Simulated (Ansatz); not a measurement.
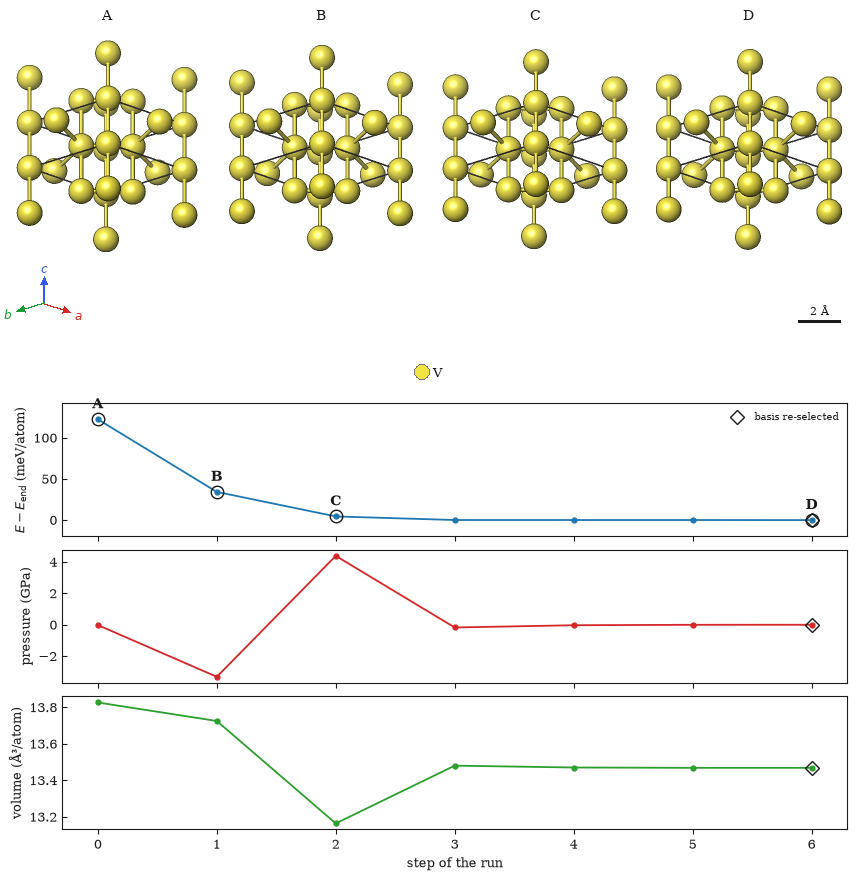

Frames of a relaxation of solid V (a generated structure, set up in P6/mmm), marked on the history of the run. The picture is a ball-and-stick view of the cell of the calculation, seen from a free direction.

Phase: omega (AlB2-type).

The calculation used Ansatz 0.2.0, DFT, r2SCAN, plane waves (500 eV) with PAW, scalar-relativistic. Set-up: plane-wave cutoff 500 eV; k-point mesh 9 × 9 × 12; occupations fermi dirac; smearing width 0.05 eV; collinear spin; cell and atoms relaxed; force threshold 0.01 eV/Å; at most 60 steps.

Question: What happens along the run?

Answer: The atoms keep their places relative to the cell (all moves are under 0.005 Å). Cell: a = b 4.275 → 4.436 Å (+3.8 %), c 2.621 → 2.371 Å (−9.5 %). Volume −2.6 %. Near-neighbour distances that change, for instance: V–V 2.621 → 2.371 Å, V–V 2.468 → 2.561 Å, V–V 2.794 → 2.822 Å. The space group stays P6/mmm (No. 191). Over 5 accepted moves (6 points after the start) the energy falls by 122 meV per atom. All forces vanish by symmetry, so only the cell relaxes. Pressure: −0.02 GPa at the start and 0.00 GPa at the end. The SCF was repeated once at an unchanged geometry on a basis and grid sized afresh for the cell, which shifted the energy by 0.1 meV per atom at most. The program noted that the starting moments weren't kept. The run took 2.2 min on 2 threads of Arm Neoverse V2, with other jobs on the host, peak memory 0.55 GiB. From step 0 to 1: volume −0.7 %, energy −88.2 meV per atom. From step 1 to 2: volume −4.1 %, energy −29.8 meV per atom. From step 2 to 6: volume +2.3 %, energy −4.4 meV per atom.
